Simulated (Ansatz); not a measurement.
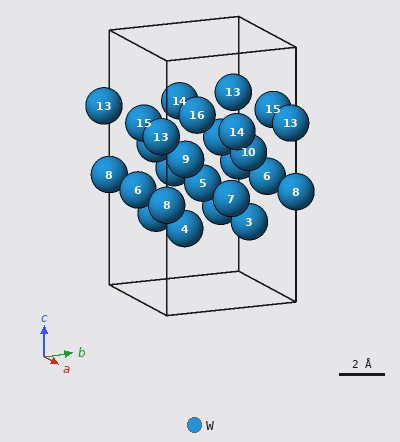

Fig. 1: The structure as given in the input (spheres-only view of the cell of the calculation, with the vacuum cut short, seen slightly off an axis; atoms are numbered from 1 in the order of the input). An atom can appear more than once, as a periodic image.

Single-point calculation of W (part 1 of 2)

W (slab, 16 atoms in the cell), computed with DFT PBE+D3(BJ), scalar-relativistic, plane waves, PAW, no spin polarisation (Ansatz 0.2.0).

The structure derives from an entry of the Crystallography Open Database. It belongs to a series of runs on one base structure; here: the slab at its places in the relaxed adsorbed structure. Figures and captions count atoms from 1; the log counts them from 0 in places.

Log
```
Engine: ansatz 0.2.0, x86_64-unknown-linux-gnu
Pseudopotentials: kind: paw
Pseudopotential: W, paw, valence charge 14, recommended cutoff 420 eV (normal), W.paw.azcp
Functional definition: PBE
  parameter kappa = 0.804
  parameter beta = 0.06672455060314922
  exchange = pbe_x(kappa = kappa, mu = beta*pi^2/3)
  correlation = pbe_c(beta = beta)
Crystal: 16 atoms, lattice volume = 975.142 Å³
Basis set: ecut = 420 eV, 19069 PW (Γ), exchange–correlation on 90×90×360 points (8 copies of the dense FFT grid, shifted against one another)
Bands: 135, of which v1, the nominal top of the filled ones, is band 112 counted from 1 (111 counted from 0)
Symmetry: 1 space group operations
Space group: P1 (ITA 1), of the structure as read, at distance tolerance 9.9e-5 Å
k-points: 5 of 9 (time reversal used)
Non-local potential: W, projectors of the file, l = 0: 3, l = 1: 2, l = 2: 2, l = 3: 1
PAW form: soft (Blöchl's): semilocal exchange-correlation on the pseudo side does not see the compensation charge
PAW one-centre angular grid: W, 590 points (default); XC on 64 Gauss nodes
Initial density: superposition of atomic densities (neutral atoms: chi_scale 0, normalization atom), corrected by the library's trained network
Initial wavefunctions: pseudopotential atomic-orbital guess
Functional: x = pbe(κ = 0.804, μ = 0.2195149727645171), c = pbe(β = 0.06672455060314922)
SCF iter   1: F=—  HF=-166143.473999 eV  |F-HF|=—  |Δ(HF+E_count)|=         —  Δρ=5.22e-3  dr2=1.08e0  ethr=1.77e-3  p=-0.012 e·Å  D=-2.21e-3 V/Å  ΔV_dip=0.05 eV  dr2_dipole=1.16e-2  V_vac-E_F(+/−)=4.47/4.42 eV  ⟨swp⟩=9.8  Hψ=3479  notcnv=0
efield: sawtooth ramp at fractional position 0.9041 (placed from the atoms, in the widest stretch of the axis that holds none; the zero of the levels goes with the place), width 0.0400; the density the first Hamiltonian is built on has a dipole p = -0.012 e·Å; the dipole correction subtracts the counter field D = -2.21e-3 V/Å, which shifts the + side's vacuum level by +0.05 eV against the − side's; the planar-averaged density in the ramp window peaks in size at 2.2e-6 e/Å³
preconditioner: auto → LDOS  [metal: Δε(μ)=0.078 eV  Ē_g=4.147 eV  σ=0.100 eV  W_gap=0.42  n_scr=156 (ndim 8)  ℏωp=11.7 eV  f_vac=0.639  D(μ)=17.02/eV (n_scr^D=92)  β→1.0]
SCF iter   2: F=—  HF=-166143.413792 eV  |F-HF|=—  |Δ(HF+E_count)|=   6.02e-2  Δρ=2.56e-3  dr2=2.68e-1  ethr=4.84e-4  p=-0.030 e·Å  D=-5.55e-3 V/Å  ΔV_dip=0.14 eV  dr2_dipole=3.34e-4  V_vac-E_F(+/−)=4.39/4.25 eV  ⟨swp⟩=2.8  Hψ=1073  notcnv=0  defer=64
SCF iter   3: F=—  HF=-166143.392415 eV  |F-HF|=—  |Δ(HF+E_count)|=   2.14e-2  Δρ=1.07e-3  dr2=4.98e-2  ethr=1.20e-4  p=-0.027 e·Å  D=-5.05e-3 V/Å  ΔV_dip=0.12 eV  dr2_dipole=3.00e-3  V_vac-E_F(+/−)=4.39/4.26 eV  ⟨swp⟩=2.0  Hψ=893  notcnv=0  defer=64
SCF iter   4: F=—  HF=-166143.388723 eV  |F-HF|=—  |Δ(HF+E_count)|=   3.69e-3  Δρ=3.51e-4  dr2=2.62e-3  ethr=2.22e-5  p=-0.029 e·Å  D=-5.30e-3 V/Å  ΔV_dip=0.13 eV  dr2_dipole=1.75e-5  V_vac-E_F(+/−)=4.37/4.24 eV  ⟨swp⟩=2.0  Hψ=850  notcnv=0  defer=64
SCF iter   5: F=—  HF=-166143.388523 eV  |F-HF|=—  |Δ(HF+E_count)|=   2.00e-4  Δρ=1.60e-4  dr2=7.50e-4  ethr=1.17e-6  p=-0.030 e·Å  D=-5.64e-3 V/Å  ΔV_dip=0.14 eV  dr2_dipole=7.47e-5  V_vac-E_F(+/−)=4.36/4.22 eV  ⟨swp⟩=3.2  Hψ=1219  notcnv=0  defer=64
SCF iter   6: F=—  HF=-166143.388558 eV  |F-HF|=—  |Δ(HF+E_count)|=   3.56e-5  Δρ=6.65e-5  dr2=1.64e-4  ethr=3.35e-7  p=-0.031 e·Å  D=-5.72e-3 V/Å  ΔV_dip=0.14 eV  dr2_dipole=1.92e-5  V_vac-E_F(+/−)=4.35/4.21 eV  ⟨swp⟩=2.0  Hψ=787  notcnv=0  defer=64
SCF iter   7: F=—  HF=-166143.388575 eV  |F-HF|=—  |Δ(HF+E_count)|=   1.69e-5  Δρ=2.44e-5  dr2=2.41e-5  ethr=7.32e-8  p=-0.031 e·Å  D=-5.74e-3 V/Å  ΔV_dip=0.14 eV  dr2_dipole=2.63e-6  V_vac-E_F(+/−)=4.35/4.21 eV  ⟨swp⟩=2.0  Hψ=852  notcnv=0  defer=64
SCF iter   8: F=—  HF=-166143.388788 eV  |F-HF|=—  |Δ(HF+E_count)|=   2.13e-4  Δρ=7.55e-6  dr2=2.06e-6  ethr=1.08e-8  p=-0.031 e·Å  D=-5.74e-3 V/Å  ΔV_dip=0.14 eV  dr2_dipole=1.29e-7  V_vac-E_F(+/−)=4.34/4.20 eV  ⟨swp⟩=2.0  Hψ=867  notcnv=0  defer=57
SCF iter   9: F=—  HF=-166143.388788 eV  |F-HF|=—  |Δ(HF+E_count)|=   3.98e-7  Δρ=2.90e-6  dr2=1.40e-7  ethr=9.19e-10  p=-0.031 e·Å  D=-5.73e-3 V/Å  ΔV_dip=0.14 eV  dr2_dipole=4.04e-11  V_vac-E_F(+/−)=4.34/4.20 eV  ⟨swp⟩=2.0  Hψ=931  notcnv=0  defer=57
SCF iter  10: F=-166143.388789 eV  HF=-166143.388789 eV  |F-HF|=2.68e-9  |Δ(HF+E_count)|=   1.91e-7  Δρ=1.37e-6  dr2=5.05e-8  ethr=4.46e-11  p=-0.031 e·Å  D=-5.71e-3 V/Å  ΔV_dip=0.14 eV  dr2_dipole=3.97e-10  V_vac-E_F(+/−)=4.34/4.20 eV  ⟨swp⟩=38.0  Hψ=3743  notcnv=0
SCF 1 converged in 10 iterations: F = -166143.388789 eV  dr2 = 5.05e-8
  greatest PAW one-centre occupation: 1.000 electrons in one spin orbital (limit 2), on the W atom at site 1 (counted from 0), in its partial waves of l = 0
```

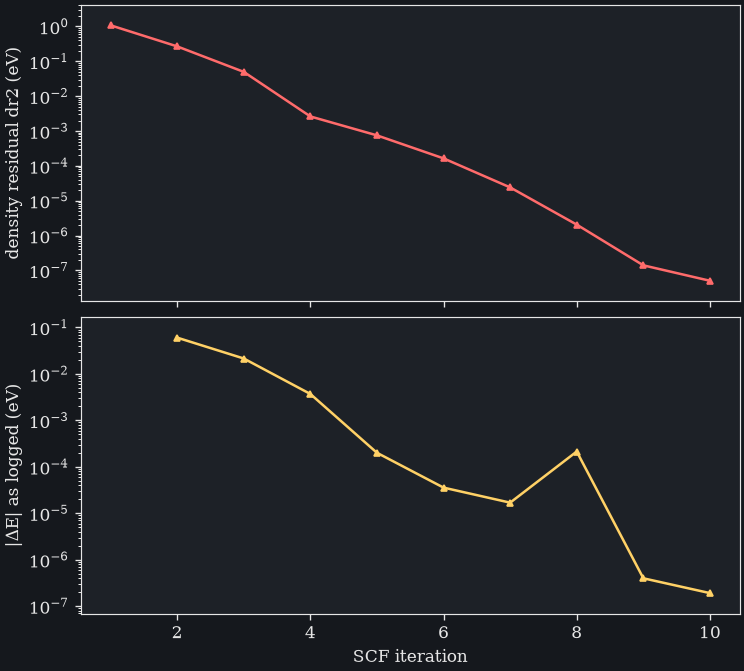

Fig. 2: Convergence of the self-consistent field: density residual dr2 and size of the energy change against the SCF iteration. The residual falls at every step.

```
SCF converged after 10 iterations
Free energy (F): -166143.388789 eV
Harris-Foulkes:  -166143.388789 eV  (|F-HF|=2.68e-9)
Internal energy: -166143.318658 eV  (E = F + TS)
E sigma→0 (E₀):  -166143.353724 eV
Entropy (-TS):   -0.070130 eV (-4.383 meV/atom)
Fermi energy:    2.781788 eV
Dipole field:    D = -0.005724 V/Å  (p = -0.030847 e·Å, saw-weighted, corrected)
Work function:   Φ+ = 4.3435 eV   Φ− = 4.2037 eV
Levels:          The Fermi level and band energies are counted from a zero that moves with the ramp; work functions are not
--- Per-component energies (eV) ---
  E_band       = -5652.540312
  E_kinetic    = 7157.684347
  E_local      = -267189.270657  (includes V_loc(G=0)·N_el)
  E_nonlocal   = 30.186168
  E_hartree    = 130066.272959
  E_xc         = -4242.037325
  E_vxc        = -3782.339392  (∫ρ·V_xc dr)
  E_paw        = -137002.130761  (= ΣΔE_a)
  E_vpaw       = -2001.347229  (= ΣTr[D̂ρ^β])
  E_aug_tail   = -0.000971  (compensation charges beyond the density's cutoff)
  E_efield     = 0.000088  (sawtooth field / dipole correction)
  E_vefield    = 0.008122  (∫n·V_field dr)
  E_ewald      = 105042.670726
  E_disp       = -6.693232  (pairwise vdW)
  E_smearing   = -0.070130  (= −TS)
  E_closure    = 0.000000  (closes the sum)
  Σ components = -166143.388789   (vs F -166143.388789, Δ=0.00e0)
--- Forces (eV/Å), atoms counted from 1 ---
  atom   1  W      0.09153878     0.08774916     1.75991960
  atom   2  W     -0.07647860    -0.07888650     1.74351939
  atom   3  W     -0.08988034    -0.09125081     1.75172769
  atom   4  W      0.08469669     0.09406295     1.74918133
  atom   5  W     -0.15558588    -0.14089295    -1.78371203
  atom   6  W      0.19314114     0.17034178    -1.76705145
  atom   7  W      0.17918669     0.19662303    -1.75785294
  atom   8  W     -0.17076366    -0.17470775    -1.74008050
  atom   9  W      0.01423229     0.01429830    -0.01544894
  atom  10  W      0.08261447     0.09321114     0.12595444
  atom  11  W     -0.04555943    -0.03824362    -0.02047584
  atom  12  W      0.01868312    -0.00207082    -0.04851267
  atom  13  W     -0.14787040    -0.13489790    -0.35337663
  atom  14  W     -0.06604374     0.04355285     0.14051987
  atom  15  W      0.01870835    -0.07081224     0.20475814
  atom  16  W      0.06937896     0.03192234     0.01129832
  max |Σ_I F_I| component: 3.68e-4 eV/Å
--- Band table (eV; the first three rows and the last of 5) ---
  k-point 0: bands = ["-71.1059", "-71.0507", "-71.0215", "-71.0165", "-71.0163", "-71.0116", "-71.0076", "-70.9892", "-70.9759", "-70.9751", "-70.9658", "-70.9621", "-70.9452", "-70.9263", "-70.9234", "-70.8851", "-36.0297", "-36.0213", "-36.0067", "-35.9135", "-35.8454", "-35.8450", "-35.6702", "-35.6461", "-35.6045", "-35.6033", "-35.5803", "-35.5661", "-35.5036", "-35.4839", "-35.4799", "-35.4436", "-35.3966", "-35.3430", "-35.3016", "-35.2755", "-35.2290", "-35.2238", "-35.2216", "-35.2085", "-35.1417", "-35.1408", "-35.1352", "-35.1328", "-35.1249", "-35.1185", "-35.0773", "-35.0661", "-35.0640", "-35.0636", "-35.0445", "-34.9295", "-34.9271", "-34.9123", "-34.9032", "-34.8955", "-34.8372", "-34.8325", "-34.8299", "-34.7350", "-34.7281", "-34.6993", "-34.6961", "-34.6688", "-5.6313", "-3.2312", "-2.8262", "-2.8242", "-2.6944", "-2.6912", "-2.3368", "-2.2984", "-2.2615", "-2.0022", "-1.3361", "-1.3223", "-1.2744", "-1.2701", "-1.2683", "-0.6311", "-0.5009", "-0.4882", "-0.1487", "-0.0325", "0.0323", "0.0464", "0.1447", "0.1794", "0.1897", "0.2022", "0.4678", "0.4767", "0.5155", "0.5218", "1.3473", "1.4566", "1.8053", "1.8344", "1.8551", "1.8756", "1.9205", "2.1840", "2.1948", "2.2608", "2.2646", "2.2916", "2.3454", "2.4016", "2.4584", "2.4686", "2.5200", "2.6533", "3.0362", "3.0390", "3.3519", "3.3626", "3.4304", "3.9213", "3.9659", "4.0845", "4.3155", "4.3241", "4.3746", "4.4021", "4.5881", "4.7052", "4.7527", "4.9547", "5.0613", "5.0691", "5.1689", "5.2630", "5.2782", "5.3798", "5.4211"]
  k-point 1: bands = ["-71.0908", "-71.0527", "-71.0436", "-71.0285", "-71.0144", "-71.0098", "-71.0041", "-70.9937", "-70.9732", "-70.9684", "-70.9657", "-70.9554", "-70.9423", "-70.9278", "-70.9140", "-70.8938", "-35.9999", "-35.9837", "-35.9543", "-35.8533", "-35.8082", "-35.7950", "-35.7651", "-35.6674", "-35.6509", "-35.6276", "-35.5700", "-35.5661", "-35.5170", "-35.4956", "-35.4717", "-35.4670", "-35.4118", "-35.3744", "-35.3353", "-35.3165", "-35.2869", "-35.2618", "-35.2336", "-35.2067", "-35.1828", "-35.1734", "-35.1697", "-35.1193", "-35.1065", "-35.0962", "-35.0319", "-35.0078", "-34.9989", "-34.9915", "-34.9666", "-34.9558", "-34.9355", "-34.9191", "-34.9135", "-34.8640", "-34.8424", "-34.8366", "-34.8260", "-34.7792", "-34.7380", "-34.7095", "-34.6904", "-34.6836", "-5.0386", "-3.6430", "-2.9062", "-2.6086", "-2.2317", "-2.1578", "-2.0775", "-2.0169", "-1.9590", "-1.6756", "-1.5664", "-1.3815", "-1.3288", "-1.1826", "-1.1526", "-0.7497", "-0.6717", "-0.4771", "-0.3719", "-0.1311", "-0.0931", "0.0154", "0.0654", "0.1133", "0.1554", "0.4269", "0.4434", "0.5154", "0.5210", "1.0648", "1.1032", "1.2525", "1.3537", "1.3879", "1.4688", "1.5649", "1.6913", "1.9665", "1.9703", "2.0047", "2.1258", "2.1442", "2.1835", "2.3742", "2.4831", "2.5313", "2.6077", "2.7395", "2.8957", "3.0888", "3.1109", "3.1750", "3.2244", "3.6319", "3.7846", "3.8394", "4.0476", "4.1331", "4.1595", "4.2427", "4.3825", "4.4992", "4.5198", "4.5657", "4.5878", "4.7085", "4.7265", "4.8351", "5.0794", "5.1507", "5.1722"]
```
